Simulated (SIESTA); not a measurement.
# Energy of Nb along an even scaling of the cell

System: Nb (1 atom in the cell).
Method: Kohn-Sham DFT of a periodic cell, PBE, PseudoDojo 0.4 standard, converted to PSML, no spin polarisation (SIESTA 5.4.2).

The 7 runs differ only in the geometry, by an even scaling of the cell at fixed fractional positions. The structure derives from an entry of the Crystallography Open Database.

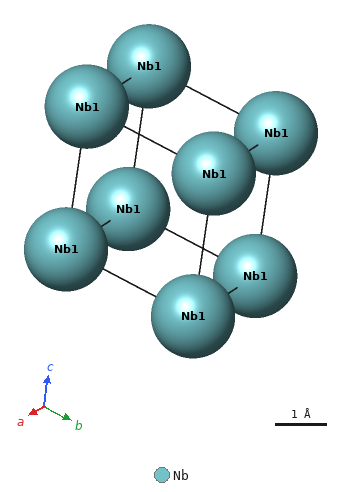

Figure 1. The structure of run 4 (spheres-only view of the cell of the calculation, seen slightly off an axis; atoms are numbered from 1 in the order of the input).

### Input of run 4
```
SystemName                      Nb
SystemLabel                     Nb
NumberOfSpecies                 1
NumberOfAtoms                   1
%block ChemicalSpeciesLabel
  1  41 Nb
%endblock ChemicalSpeciesLabel

LatticeConstant                 1.0 Ang
%block LatticeVectors
    -1.6639500000     1.6639500000     1.6639500000
     1.6639500000    -1.6639500000     1.6639500000
     1.6639500000     1.6639500000    -1.6639500000
%endblock LatticeVectors
AtomicCoordinatesFormat         Fractional
%block AtomicCoordinatesAndAtomicSpecies
     0.0000000000     0.0000000000     0.0000000000  1  Nb
%endblock AtomicCoordinatesAndAtomicSpecies

%block kgrid.MonkhorstPack
   11   0   0  0.0
    0  11   0  0.0
    0   0  11  0.0
%endblock kgrid.MonkhorstPack
XC.Functional                   GGA
XC.Authors                      PBE
PAO.BasisSize                   DZP
PAO.EnergyShift                 0.002 Ry
Mesh.Cutoff                     800 Ry
OccupationFunction              FD
ElectronicTemperature           0.05 eV
MaxSCFIterations                120
SCF.MustConverge                false
SCF.Mixer.Method                Pulay
SCF.Mixer.Weight                0.25
SCF.Mixer.History               8
SCF.DM.Tolerance                5.0e-05
SCF.H.Tolerance                 1.0e-03 eV
WriteForces                     true
Charge.Mulliken                 end
Charge.Hirshfeld                end
Charge.Voronoi                  end
SaveRho                         true
SaveElectrostaticPotential      true
%block PAO.Basis
  Nb 5
  n=4 0 1
    3.469
  n=5 0 2
    9.500 0.000
  n=4 1 1
    4.040
  n=5 1 1
    9.500
  n=4 2 2
    7.764 0.000
%endblock PAO.Basis
```

Command:
```bash
siesta < Nb.fdf > Nb.out 2>&1
```

Lattice vectors (Å) and fractional positions of run 4:
```
  -1.663950    1.663950    1.663950
   1.663950   -1.663950    1.663950
   1.663950    1.663950   -1.663950
Nb  0.000000  0.000000  0.000000
```

Run 3 has the same physical settings and fractional positions; its lattice vectors (Å) are:
```
  -1.652782    1.652782    1.652782
   1.652782   -1.652782    1.652782
   1.652782    1.652782   -1.652782
```

### Results, with one run withheld

```csv
run,volume per atom (Å³),"free energy per atom, from the lowest run given (meV)",pressure (GPa)
1,17.322,27.92,10.42
2,17.691,9.22,5.99
3,18.060,?,?
4,18.428,0.00,−1.68
5,18.797,7.69,−4.99
6,19.165,22.79,−8.06
7,19.534,44.59,−10.81
```

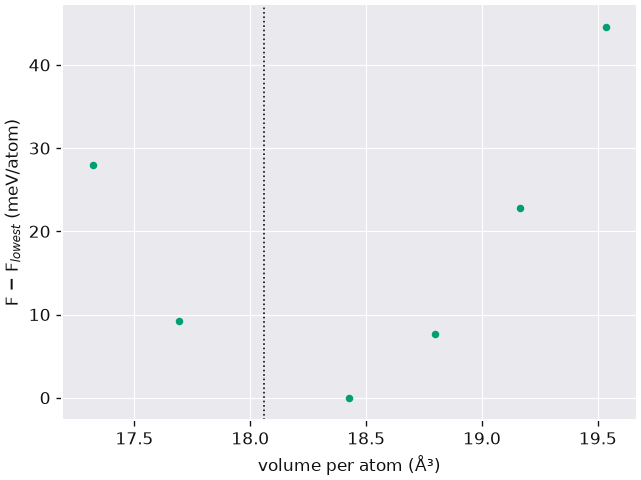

Figure 2. Free energy per atom of the runs given; the dotted line marks run 3.

Fit the runs given and predict run 3.

A cubic polynomial in V^(−2/3) (the Birch–Murnaghan form), fitted to the 6 runs given, misses them by at most 0.04 meV per atom. With x = V^(−2/3) − 0.14316 Å⁻², it reads F = 0.34145 − 2411.9 x + 1.1151e+06 x² − 1.9764e+06 x³ (meV per atom). At run 3 it gives 0.21 meV per atom, and the run itself gives 0.12. The slope of the fit gives a pressure −dF/dV of 1.96 GPa there, and the run prints 1.97 GPa. The fit has its minimum at 18.254 Å³ per atom, where V d²F/dV² gives 180 GPa: the bulk modulus at this level, since symmetry fixes the shape and the positions.

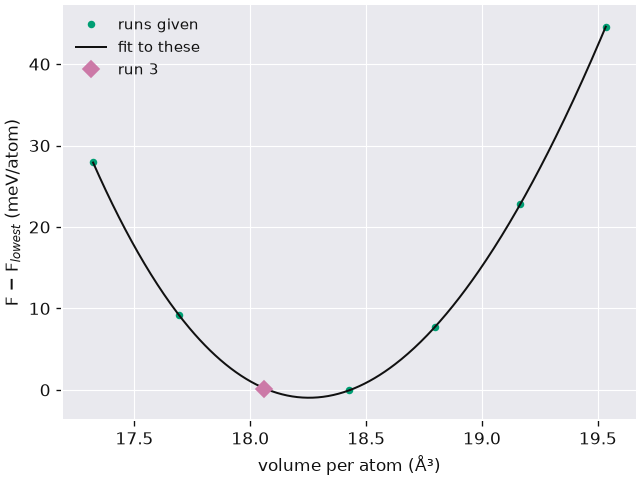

Figure 3. The fit and the withheld run.

### Some lines of the output (run 3)
```
[...]
outcell: Cell volume (Ang**3)        :     18.0595
stepf: Fermi-Dirac step function
siesta: Etot    =     -1694.201732
siesta: FreeEng =     -1694.210002
        iscf     Eharris(eV)        E_KS(eV)     FreeEng(eV)     dDmax    Ef(eV) dHmax(eV)
siesta: E_KS(eV) =            -1694.5926
siesta: E_KS - E_eggbox =     -1694.5926
siesta: Etot    =     -1694.592567
siesta: FreeEng =     -1694.607682
siesta:         Fermi =      -6.363860
siesta: Cell volume =         18.059548 Ang**3
    Orbital volume contribution        =           2.086173 eV
```

Notes: With a small basis of atomic orbitals these values can differ much from converged plane-wave results.
